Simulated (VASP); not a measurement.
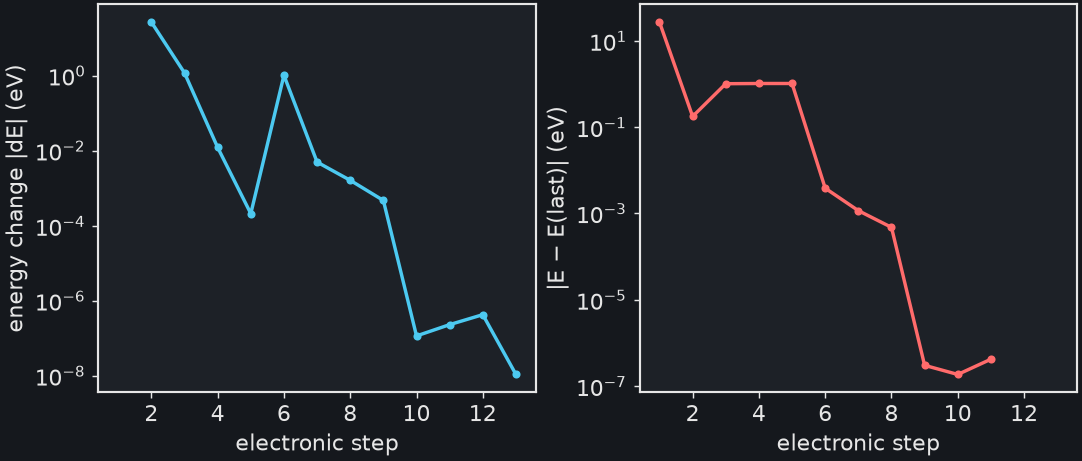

The plot shows the electronic steps of a calculation: energy change |dE|, distance of the free energy from its last value. Energy differences below 3 × 10⁻⁸ eV aren't drawn.

BeTe (2 atoms in the cell), run with VASP.

INCAR
```
ENCUT = 520.000000
SIGMA = 0.010000
EDIFF = 1.00e-07
ALGO = Normal
PREC = Accurate
IBRION = -1
ISIF = 2
ISMEAR = 0
NBANDS = 11
NELM = 120
NSW = 0
LASPH = .TRUE.
LCHARG = .FALSE.
LWAVE = .FALSE.
LREAL = .FALSE.
METAGGA = RSCAN
```

KPOINTS
```
KPOINTS created by Atomic Simulation Environment
0
Gamma
8 8 8
0 0 0
```

POSCAR
```
Be Te
 1.0000000000000000
     0.0000000000000000    2.9171595482999999    2.9171595482999999
     2.9171595482999999    0.0000000000000000    2.9171595482999999
     2.9171595482999999    2.9171595482999999    0.0000000000000000
 Be  Te
   1   1
Cartesian
  0.0000000000000000  0.0000000000000000  0.0000000000000000
  1.4585797741500000  1.4585797741500000  1.4585797741500000
```

### How did this run end?

The run converged; it took 13 steps. The energy change falls unevenly and jumps up by a factor of two or more twice on the way down, most sharply at step 6 (by about 4 orders of magnitude). The jump at step 6 comes where the charge density, held fixed for the first 5 steps, starts to be updated.

### What is the energy change at the start and at the end?

It starts near 30 and ends near 10⁻⁸ eV.
